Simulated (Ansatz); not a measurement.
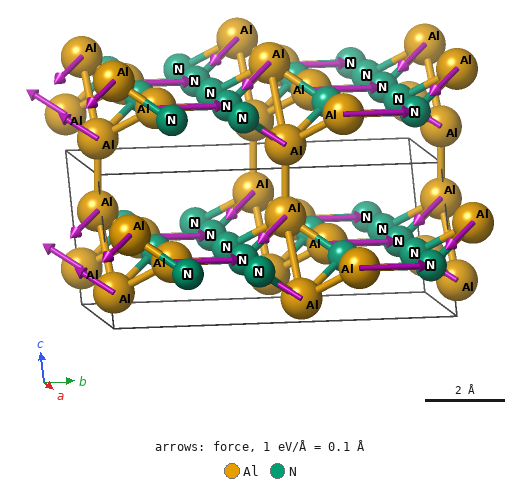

Starting geometry of crystalline AlN (a generated structure, set up in C2) (coarse preliminary run) with the computed forces as purple arrows. A ball-and-stick model of the conventional cell (2 times the calculation's cell), repeated 2 × 1 × 2 with one cell outlined, seen slightly off an axis. Lengths and directions refer to the drawn axes.

These are results of DFT PBE, scalar-relativistic, plane waves, PAW in Ansatz 0.2.0, not measurements. (plane-wave cutoff 420 eV; k-point mesh 6 × 6 × 6; occupations gaussian; smearing width 0.1 eV; no spin polarisation; cell and atoms relaxed; force threshold 0.04 eV/Å; at most 70 steps)

Is this structure relaxed? If not, where do the atoms go?

Answer. It isn't relaxed: the largest force vector, on an Al atom, is 18.52 eV/Å. The final displacements follow the starting forces only in part (cosine between the two patterns 0.64). The largest moves relative to the cell, 1.01 Å, are those of Al atoms. By element the largest moves are Al 1.01 Å, N 0.58 Å. The volume changes by +52.3 %, with a 3.839 → 3.531 Å (−8.0 %), b 8.961 → 10.929 Å (+22.0 %), c 4.139 → 6.451 Å (+55.8 %), β 117.6° → 129.5°. Among the contacts that change: Al–Al 1.866 → 4.023 Å, Al–Al 4.269 → 2.561 Å, N–N 1.866 → 3.227 Å, Al–Al 1.855 → 2.894 Å. Bonds break: Al–Al (1.85 → 2.89 Å), Al–Al (1.87 → 4.02 Å). Among the angles between lasting bonds that change: N–Al–N 180.0° → 132.5°, Al–N–Al 180.0° → 132.5°, Al–N–Al 90.4° → 135.4°. The space group stays C2 (No. 5). After 24 accepted moves (30 points after the start) the energy has fallen by 2248 meV per atom. Largest force component: 19 eV/Å at the start, 0.0053 eV/Å at the end. Pressure: 77.53 GPa at the start and 0.04 GPa at the end. The line search rejected the trial steps at points 10, 23 of the run. The SCF was repeated 4 times at an unchanged geometry on a basis and grid sized afresh for the cell, which shifted the energy by 102 meV per atom at most.
